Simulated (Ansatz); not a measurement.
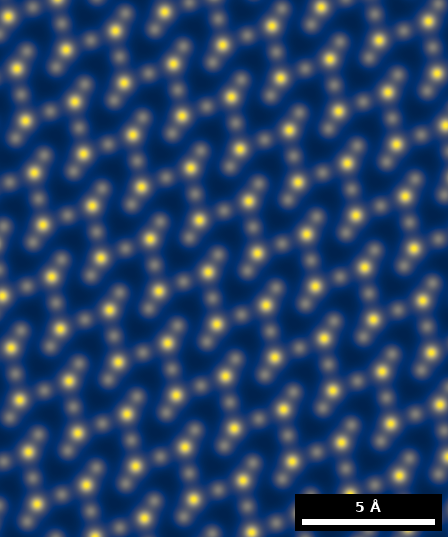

Map of the projected electrostatic potential of a crystal. Computed as the sum of neutral-atom potentials (tabulated electron scattering factors, B = 0.5 Å²) projected along the beam and smoothed by 0.25 Å; brighter is more positive.

Measure the repeat of the pattern.

Answer. The pattern repeats on a rectangular net of 2.5 × 3.1 Å.

What is the plane group of the image?

Answer. p2mg: mirror lines in one direction, glide lines across them, twofold points on the glide lines.

How many columns does the smallest repeating cell hold, and how many levels of brightness?

Answer. 6 columns in the primitive cell of 7.9 Å², with 2 levels of brightness (about 100, 50 % of the brightest, counted from the darkest point).

The crystal is Co (Pm-3n, No. 223) seen along [211]. Structure used: a calculation's starting geometry; the starting structure was generated, so it need not be a known form of this composition.
